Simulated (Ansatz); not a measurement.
Ag7I8 (cell with a defect)

```
Ag I
1.0
     0.00000    9.11726    0.00000
    -9.11726    0.00000    0.00000
     4.55863   -4.55863    6.45511
Ag I
7 8
Direct
  0.11708 0.38292 0.75000
  0.11707 0.86707 0.23415
  0.11708 0.86708 0.75000
  0.63293 0.38293 0.26585
  0.63292 0.38292 0.75000
  0.62500 0.87500 0.25000
  0.63292 0.86708 0.75000
  0.00380 0.49613 0.00760
  0.00387 0.49620 0.49240
  0.00380 0.01147 0.00760
  0.00285 0.00094 0.50187
  0.49906 0.49715 0.99813
  0.48853 0.49620 0.49240
  0.49906 0.00097 0.99813
  0.49903 0.00094 0.50187
```

Computed without spin polarisation.

Computed with DFT PBEsol, scalar-relativistic, plane waves, PAW (Ansatz).

The density is the valence pseudo-density of a PAW calculation; it isn't the true density close to the nuclei.

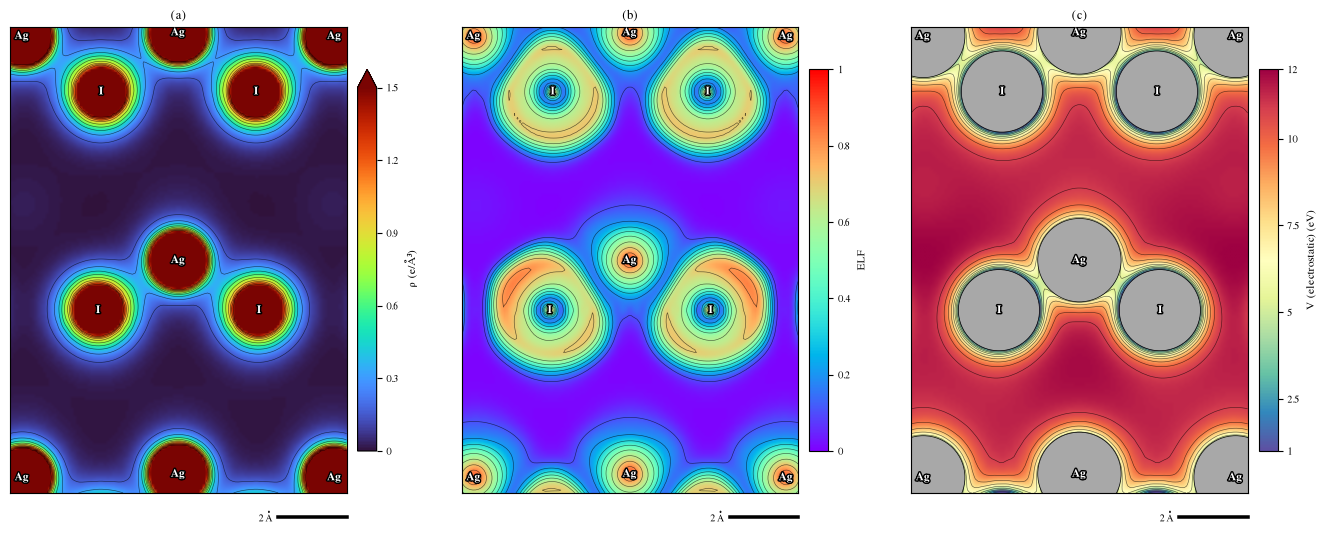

Figure 1. (a) valence pseudo-density; (b) electron localisation function; (c) electrostatic potential energy of an electron on the (110) plane of the calculation cell. Grey discs cover the atomic cores in the potential map.

### Describe what can be read from this map.

The plane passes through Ag and I nuclei. Ag–I (2.77 Å): ρ is about 0.36 e/Å³ halfway; the ELF is about 0.40 at the midpoint and 0.15 at its lowest between the atoms. Ag–I (2.81 Å): ρ at the midpoint is about 0.33 e/Å³; the ELF is about 0.35 at the midpoint and 0.15 at its lowest between the atoms. Between the atoms the lowest density in this plane is 0.005 e/Å³. The features right at Ag lie inside the PAW spheres, where the map follows smoothed inner orbitals and isn't to be read closely. Outside the cores the potential energy rises away from the atoms and is highest about 2.6 Å from the nearest atoms; its zero is arbitrary.

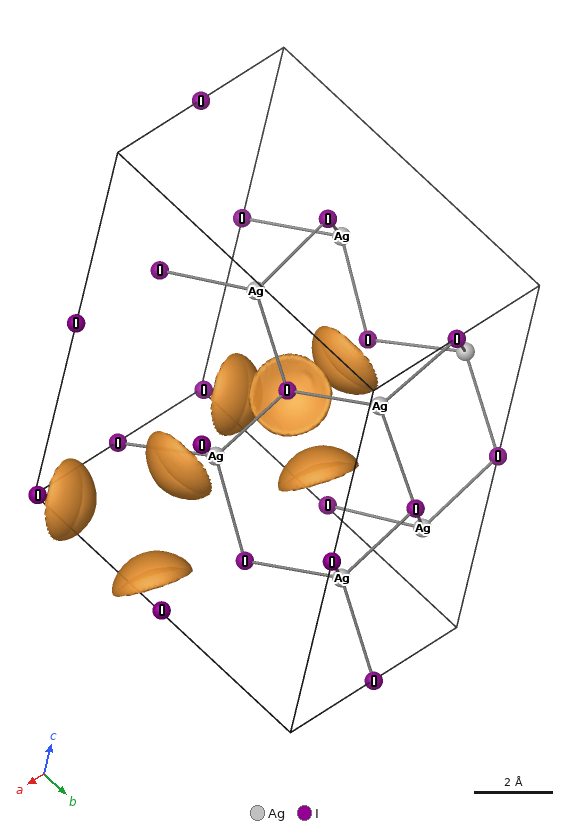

Figure 2. Isosurface of the electron localisation function at 0.75 (orange), seen slightly off an axis. Core shells and regions of very low density are left out. Sticks mark near contacts.

### What do the ELF domains correspond to?

At this value the surface marks out four lobes on I, pointing away from the bonds (lone pairs), counted in one cell of 15 atoms. Any copies at cell faces, edges or corners count once.

### Does the calculation make it a metal, or give it a gap?

It is gapless in this calculation (a metal or semimetal).
